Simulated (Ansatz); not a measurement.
## Run report: W14Se27 (charge +1), geometry relaxation (part 4 of 4)

Continued. System: W14Se27 (defect cell, 41 atoms in the cell, total charge +1). Method: DFT PBE+D3(BJ), scalar-relativistic, plane waves, PAW, spin-polarised (Ansatz 0.2.0); cutoff 420 eV, 2×2×2 k-mesh, Gaussian smearing of 0.01 eV, collinear spins. The structure derives from a Materials Project entry. It belongs to a series of runs on one base structure; here: Se vacancy (site f), charge +1, atoms relaxed at the host's cell.

### File populations.tsv, continued
```
22	Se	1_4P	-	2.120567	2.119554
22	Se	2_3D	-	4.999910	4.999910
23	Se	0_4S	-	0.915059	0.915050
23	Se	1_4P	-	2.120567	2.119554
23	Se	2_3D	-	4.999910	4.999910
24	Se	0_4S	-	0.914843	0.914805
24	Se	1_4P	-	2.121255	2.121026
24	Se	2_3D	-	4.999910	4.999910
25	Se	0_4S	-	0.914566	0.914543
25	Se	1_4P	-	2.119717	2.118332
25	Se	2_3D	-	4.999910	4.999910
26	Se	0_4S	-	0.915059	0.915050
26	Se	1_4P	-	2.120567	2.119554
26	Se	2_3D	-	4.999910	4.999910
27	Se	0_4S	-	0.913296	0.913283
27	Se	1_4P	-	2.111462	2.108208
27	Se	2_3D	-	4.999904	4.999904
28	Se	0_4S	-	0.916829	0.916794
28	Se	1_4P	-	2.111934	2.111906
28	Se	2_3D	-	4.999909	4.999909
29	Se	0_4S	-	0.916829	0.916794
29	Se	1_4P	-	2.111934	2.111906
29	Se	2_3D	-	4.999909	4.999909
30	Se	0_4S	-	0.916474	0.916453
30	Se	1_4P	-	2.107220	2.107346
30	Se	2_3D	-	4.999909	4.999909
31	Se	0_4S	-	0.916474	0.916453
31	Se	1_4P	-	2.107220	2.107346
31	Se	2_3D	-	4.999909	4.999909
32	Se	0_4S	-	0.916474	0.916453
32	Se	1_4P	-	2.107220	2.107346
32	Se	2_3D	-	4.999909	4.999909
33	Se	0_4S	-	0.916829	0.916794
33	Se	1_4P	-	2.111934	2.111906
33	Se	2_3D	-	4.999909	4.999909
34	Se	0_4S	-	0.915461	0.915442
34	Se	1_4P	-	2.116509	2.114880
34	Se	2_3D	-	4.999909	4.999909
35	Se	0_4S	-	0.915461	0.915442
35	Se	1_4P	-	2.116509	2.114880
35	Se	2_3D	-	4.999909	4.999909
36	Se	0_4S	-	0.914978	0.914940
36	Se	1_4P	-	2.118327	2.117014
36	Se	2_3D	-	4.999910	4.999910
37	Se	0_4S	-	0.914978	0.914940
37	Se	1_4P	-	2.118327	2.117014
37	Se	2_3D	-	4.999910	4.999910
38	Se	0_4S	-	0.915044	0.915017
38	Se	1_4P	-	2.119900	2.119734
38	Se	2_3D	-	4.999910	4.999910
39	Se	0_4S	-	0.915461	0.915442
39	Se	1_4P	-	2.116509	2.114880
39	Se	2_3D	-	4.999909	4.999909
40	Se	0_4S	-	0.914978	0.914940
40	Se	1_4P	-	2.118327	2.117014
40	Se	2_3D	-	4.999910	4.999910
```

### Trajectory as extended XYZ (Å, eV, eV/Å), 3 frames, from step=1 to step=3
```
41
Lattice="1.6395 -8.5192 0.0000 6.5581 5.6795 0.0000 0.0000 0.0000 12.7928" Properties=species:S:1:pos:R:3:forces:R:3 step=1 energy=-293104.33613
W     4.8218   -4.6715    3.1727    0.0039   0.0350  -0.0040
W     3.2743   -2.0077    3.1727   -0.0322  -0.0141  -0.0040
W     1.6491    0.9641    3.2153   -0.0543   0.0476   0.0238
W     6.5382   -1.8936    3.2153   -0.0140  -0.0708   0.0238
W     4.9186    0.9466    3.2387    0.0000   0.0000   0.0687
W     1.7411   -4.6798    3.1727    0.0283  -0.0208  -0.0040
W     6.5685    3.7693    3.2153    0.0683   0.0232   0.0238
W     3.2790   -3.7863    9.6017    0.0000   0.0000  -0.0055
W     1.6393   -0.9471    9.5898   -0.0047  -0.0126   0.0222
W     1.6401   -6.6259    9.5898    0.0132   0.0022   0.0222
W     4.9180   -0.9471    9.5891   -0.0168  -0.0611   0.0225
W     3.2788    1.8939    9.5891   -0.0446   0.0451   0.0225
W     6.5588    1.8930    9.5891    0.0613   0.0160   0.0225
W     6.5577   -3.7859    9.5898   -0.0085   0.0104   0.0222
Se    1.6733   -0.9976    4.8766    0.0014  -0.0335  -0.0439
Se    1.6668   -6.5713    4.8766    0.0283   0.0179  -0.0439
Se    4.8642   -1.0153    4.8905   -0.0037  -0.0006  -0.0645
Se    3.2467    1.9746    4.8905    0.0014   0.0035  -0.0645
Se    6.6448    1.8805    4.8905    0.0023  -0.0029  -0.0645
Se    6.4970   -3.7901    4.8766   -0.0297   0.0155  -0.0439
Se    4.9232   -4.7358   11.2772   -0.0053   0.0009  -0.0330
Se    3.2792   -1.8877   11.2772    0.0019  -0.0050  -0.0330
Se    1.6399    0.9458   11.2752    0.0033  -0.0010  -0.0360
Se    6.5586   -1.8924   11.2752   -0.0008   0.0034  -0.0360
Se    4.9186    0.9466   11.2735    0.0000   0.0000  -0.0387
Se    1.6347   -4.7355   11.2772    0.0034   0.0042  -0.0330
Se    6.5572    3.7864   11.2752   -0.0025  -0.0024  -0.0360
Se    3.2790   -3.7863    1.4048    0.0000   0.0000   0.0171
Se    1.6601   -0.9522    1.5376   -0.0046  -0.0053   0.0157
Se    1.6341   -6.6054    1.5376    0.0069  -0.0014   0.0157
Se    4.8894   -0.9445    1.5440    0.0060   0.0041   0.0196
Se    3.2954    1.9174    1.5440    0.0005  -0.0072   0.0196
Se    6.5709    1.8669    1.5440   -0.0065   0.0032   0.0196
Se    6.5429   -3.8013    1.5376   -0.0023   0.0067   0.0157
Se    4.9119   -4.7278    7.9088    0.0279  -0.0251   0.0382
Se    3.2779   -1.9015    7.9088    0.0078   0.0367   0.0382
Se    1.6397    0.9460    7.9047    0.0088  -0.0011   0.0154
Se    6.5585   -1.8927    7.9047   -0.0034   0.0081   0.0154
Se    4.9186    0.9466    7.9036    0.0000   0.0000   0.0306
Se    1.6473   -4.7297    7.9088   -0.0357  -0.0116   0.0382
Se    6.5574    3.7864    7.9047   -0.0053  -0.0070   0.0154
41
Lattice="1.6395 -8.5192 0.0000 6.5581 5.6795 0.0000 0.0000 0.0000 12.7928" Properties=species:S:1:pos:R:3:forces:R:3 step=2 energy=-293104.31652 accepted=F
W     4.8188   -4.6593    3.1316    0.0149  -0.0900   0.0037
W     3.2652   -2.0163    3.1316    0.0705   0.0579   0.0037
W     1.6381    0.9689    3.1815    0.0687  -0.0557  -0.0396
W     6.5395   -1.9055    3.1815    0.0139   0.0874  -0.0396
W     4.9186    0.9466    3.2125    0.0000   0.0000  -0.0883
W     1.7531   -4.6833    3.1316   -0.0854   0.0321   0.0037
W     6.5781    3.7764    3.1815   -0.0826  -0.0316  -0.0396
W     3.2790   -3.7863    9.6264    0.0000   0.0000   0.0169
W     1.6361   -0.9487    9.6265    0.0025   0.0332  -0.0141
W     1.6430   -6.6279    9.6265   -0.0299  -0.0144  -0.0141
W     4.9165   -0.9587    9.6281    0.0244   0.0705  -0.0153
W     3.2696    1.9010    9.6281    0.0488  -0.0564  -0.0153
W     6.5696    1.8974    9.6281   -0.0732  -0.0141  -0.0153
W     6.5580   -3.7823    9.6265    0.0275  -0.0187  -0.0141
Se    1.6797   -0.9991    4.8380   -0.0282   0.0320   0.0903
Se    1.6649   -6.5650    4.8380   -0.0137  -0.0404   0.0903
Se    4.8580   -1.0257    4.8422    0.0081   0.0216   0.1356
Se    3.2408    1.9851    4.8422    0.0147  -0.0178   0.1356
Se    6.6568    1.8803    4.8422   -0.0228  -0.0038   0.1356
Se    6.4925   -3.7948    4.8380    0.0418   0.0084   0.0903
Se    4.9181   -4.7276   11.3074    0.0260  -0.0289  -0.0028
Se    3.2747   -1.8962   11.3074    0.0121   0.0369  -0.0028
Se    1.6386    0.9429   11.3093    0.0189   0.0109   0.0094
Se    6.5617   -1.8921   11.3093   -0.0189   0.0109   0.0094
Se    4.9186    0.9466   11.2966    0.0000   0.0000   0.0526
Se    1.6443   -4.7352   11.3074   -0.0380  -0.0080  -0.0028
Se    6.5554    3.7889   11.3093    0.0000  -0.0218   0.0094
Se    3.2790   -3.7863    1.3589    0.0000   0.0000   0.0101
Se    1.6595   -0.9458    1.5011    0.0120  -0.0174   0.0126
Se    1.6289   -6.6091    1.5011    0.0091   0.0190   0.0126
Se    4.8900   -0.9456    1.5192   -0.0058   0.0126  -0.0205
Se    3.2942    1.9174    1.5192    0.0138  -0.0012  -0.0205
Se    6.5715    1.8680    1.5192   -0.0080  -0.0114  -0.0205
Se    6.5487   -3.8040    1.5011   -0.0210  -0.0017   0.0126
Se    4.9211   -4.7309    7.9452   -0.0445   0.0214  -0.0738
Se    3.2761   -1.8919    7.9452    0.0037  -0.0493  -0.0738
Se    1.6409    0.9440    7.9418   -0.0040   0.0147  -0.0512
Se    6.5596   -1.8907    7.9418   -0.0108  -0.0108  -0.0512
Se    4.9186    0.9466    7.9563    0.0000   0.0000  -0.0944
Se    1.6399   -4.7361    7.9452    0.0408   0.0278  -0.0738
Se    6.5552    3.7864    7.9418    0.0148  -0.0039  -0.0512
41
Lattice="1.6395 -8.5192 0.0000 6.5581 5.6795 0.0000 0.0000 0.0000 12.7928" Properties=species:S:1:pos:R:3:forces:R:3 step=3 energy=-293104.33901
W     4.8208   -4.6674    3.1660    0.0079  -0.0057  -0.0003
W     3.2712   -2.0105    3.1660    0.0010   0.0096  -0.0003
W     1.6452    0.9658    3.2111   -0.0112   0.0090   0.0024
W     6.5386   -1.8978    3.2111   -0.0022  -0.0142   0.0024
W     4.9186    0.9466    3.2374    0.0000   0.0000   0.0129
W     1.7451   -4.6810    3.1660   -0.0088  -0.0040  -0.0003
W     6.5719    3.7718    3.2111    0.0134   0.0052   0.0024
W     3.2790   -3.7863    9.6030    0.0000   0.0000   0.0013
W     1.6382   -0.9476    9.5953   -0.0049   0.0048   0.0068
W     1.6411   -6.6267    9.5953   -0.0017  -0.0066   0.0068
W     4.9175   -0.9512    9.5955    0.0012  -0.0145   0.0066
W     3.2756    1.8964    9.5955   -0.0131   0.0062   0.0066
W     6.5626    1.8945    9.5955    0.0120   0.0083   0.0066
W     6.5579   -3.7846    9.5953    0.0066   0.0018   0.0068
Se    1.6754   -0.9983    4.8707   -0.0079  -0.0091  -0.0030
Se    1.6663   -6.5691    4.8707    0.0118  -0.0022  -0.0030
Se    4.8621   -1.0188    4.8813    0.0014   0.0070  -0.0018
Se    3.2447    1.9781    4.8813    0.0053  -0.0047  -0.0018
Se    6.6488    1.8804    4.8813   -0.0068  -0.0022  -0.0018
Se    6.4953   -3.7916    4.8707   -0.0040   0.0114  -0.0030
Se    4.9216   -4.7330   11.2802    0.0038  -0.0073  -0.0085
Se    3.2777   -1.8905   11.2802    0.0044   0.0070  -0.0085
Se    1.6395    0.9449   11.2797    0.0075   0.0028  -0.0077
Se    6.5595   -1.8923   11.2797   -0.0062   0.0052  -0.0077
Se    4.9186    0.9466   11.2743    0.0000   0.0000   0.0022
Se    1.6379   -4.7354   11.2802   -0.0082   0.0003  -0.0085
Se    6.5566    3.7871   11.2797   -0.0014  -0.0079  -0.0077
Se    3.2790   -3.7863    1.3967    0.0000   0.0000  -0.0008
Se    1.6599   -0.9501    1.5327    0.0012  -0.0083   0.0034
Se    1.6324   -6.6066    1.5327    0.0066   0.0052   0.0034
Se    4.8897   -0.9447    1.5430    0.0015   0.0054  -0.0033
Se    3.2951    1.9172    1.5430    0.0040  -0.0040  -0.0033
Se    6.5709    1.8672    1.5430   -0.0055  -0.0014  -0.0033
Se    6.5448   -3.8022    1.5327   -0.0078   0.0031   0.0034
Se    4.9153   -4.7290    7.9144    0.0011  -0.0062   0.0045
Se    3.2773   -1.8980    7.9144    0.0048   0.0041   0.0045
Se    1.6402    0.9454    7.9104    0.0039   0.0039  -0.0020
Se    6.5588   -1.8920    7.9104   -0.0053   0.0014  -0.0020
Se    4.9186    0.9466    7.9147    0.0000   0.0000  -0.0066
Se    1.6445   -4.7320    7.9144   -0.0060   0.0021   0.0045
Se    6.5567    3.7863    7.9104    0.0014  -0.0053  -0.0020
```

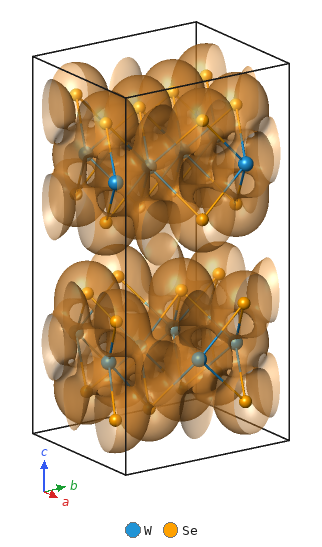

**Figure 1.** Isosurface of the valence pseudo-density at 0.4 e/Å³ (orange), seen slightly off an axis. Sticks mark near contacts. The outline is the calculation cell. At this value the density is joined into sheets; it holds about 85 % of the electrons treated as valence (semicore included). On the grid the lowest density along these lines, outside the cores, is 0.56 e/Å³ (W–Se, 2.51 Å) and 0.54 e/Å³ (W–Se, 2.55 Å). Core electrons are frozen (PAW), so the fields are smoothed inside the atomic spheres.

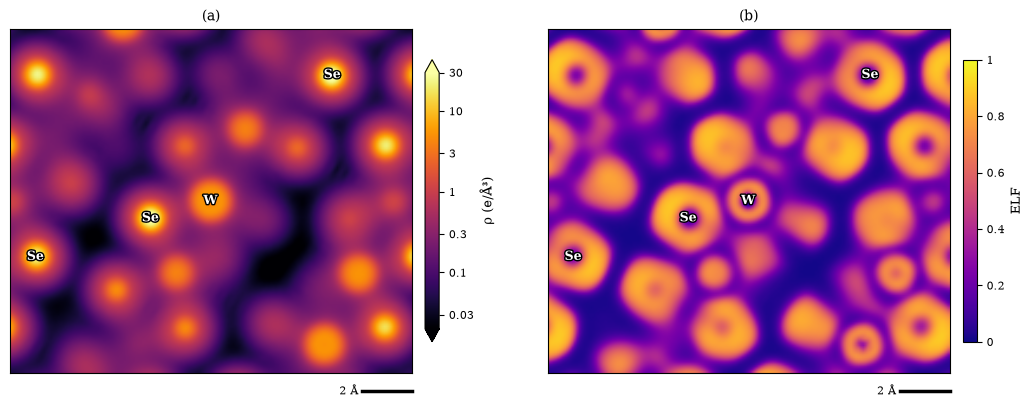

**Figure 2.** (a) valence electron density; (b) ELF on the (111) plane of the calculation cell. The section cuts through W and Se sites. W–Se (2.53 Å): the density is about 0.55 e/Å³ at the midpoint; the ELF is about 0.55 at the midpoint. W–Se (2.53 Å): ρ at the midpoint is about 0.55 e/Å³; the ELF is about 0.55 at the midpoint. Away from the nuclei the density in this plane falls to 0.01 e/Å³ at its lowest. The strong features right at W lie inside the PAW spheres (semicore, d or f shells) and say nothing about bonding.

### Results in brief

| quantity | value |
| --- | --- |
| outcome | converged |
| electrons treated | 627 |
| free energy | −293104.3390 eV |
| Fermi energy | 12.464 eV |
| gap on the k-point mesh | none (metallic) |
| net moment of the cell | 0.20 μB |
| integrated absolute moment | 0.22 μB |
| final volume | 833.85 Å³ |
| largest force (length of the vector) at the end | 0.016 eV/Å |
| wall time | 2.5 min (CPU time 9.6 min) |
| peak memory | 5.8 GiB |

### Remarks

The cell is charged and computed with a neutralising background, so its energy and pressure depend on the cell and aren't those of a real crystal. Spin–orbit coupling is left out, which matters for W.
